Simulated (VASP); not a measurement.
Consider K.

```xyz
3
Lattice="7.5677 0.0000 0.0000 -3.7839 6.5538 0.0000 0.0000 0.0000 4.4970" Properties=species:S:1:pos:R:3 pbc="T T T"
K     0.0000    0.0000    0.0000
K     0.0000    4.3692    2.2485
K     3.7839    2.1846    2.2485
```

Space group P6/mmm.

Computed with Kohn-Sham DFT of a periodic cell, PBE, VASP PAW PBE potentials, recommended (VASP 6.6.1).

Question: What will maps of the valence pseudo-density and electron localisation function show?

Answer: K–K (4.37 Å): ρ is about 0.02 e/Å³ halfway; the ELF is about 0.15 at the midpoint; no localised pair shows between them.

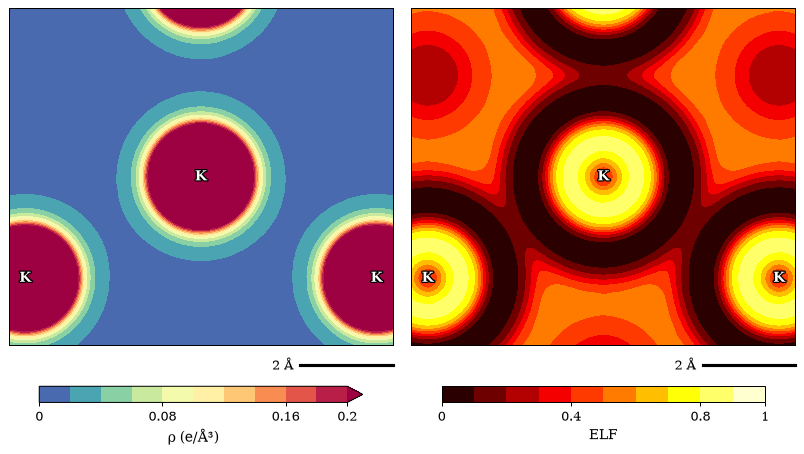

Computed valence pseudo-density and electron localisation function on the (001) plane of the conventional cell, in this order. 

In a PAW calculation such maps are meaningful between the atoms, not at the nuclei.
